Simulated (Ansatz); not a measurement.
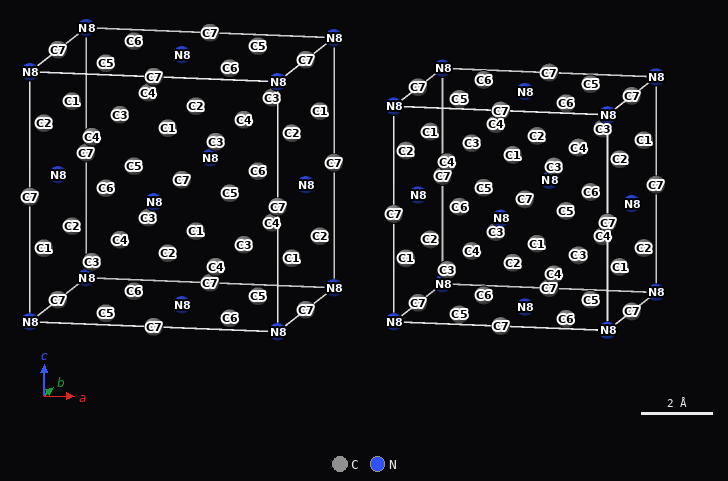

Two geometries of a crystal of C₇N (a generated structure, set up in Fm-3m) (coarse preliminary run), drawn at one scale. One is the start of a relaxation, the other its converged end. The picture is a ball-and-stick view of the conventional cell (4 times the calculation's cell), seen slightly off an axis. Lengths and directions refer to the drawn axes.

Theory: DFT PBE, scalar-relativistic, plane waves, PAW in Ansatz. Settings: plane-wave cutoff 420 eV; k-point mesh 4 × 4 × 4; occupations gaussian; smearing width 0.1 eV; no spin polarisation; cell and atoms relaxed; force threshold 0.04 eV/Å; at most 70 steps.

Q: Which one is relaxed?

A: The right one is the relaxed one. Over 6 accepted moves (8 points after the start) the energy falls by 522 meV per atom. All forces vanish by symmetry, so only the cell relaxes. The pressure goes from −28.59 to 0.00 GPa. The SCF was repeated twice at an unchanged geometry on a basis and grid sized afresh for the cell, which shifted the energy by 2.6 meV per atom at most. No atom moves by more than 0.005 Å relative to the cell. The drawn cell changes as follows: a = b = c 7.198 → 6.205 Å (−13.8 %); the volume changes by −35.9 %. The space group stays Fm-3m (No. 225). Cost: 10 s on 1 thread of Intel(R) Xeon(R) Platinum 8275CL CPU @ 3.00GHz (Skylake/Cascade Lake), with other jobs on the host, peak memory 0.39 GiB.
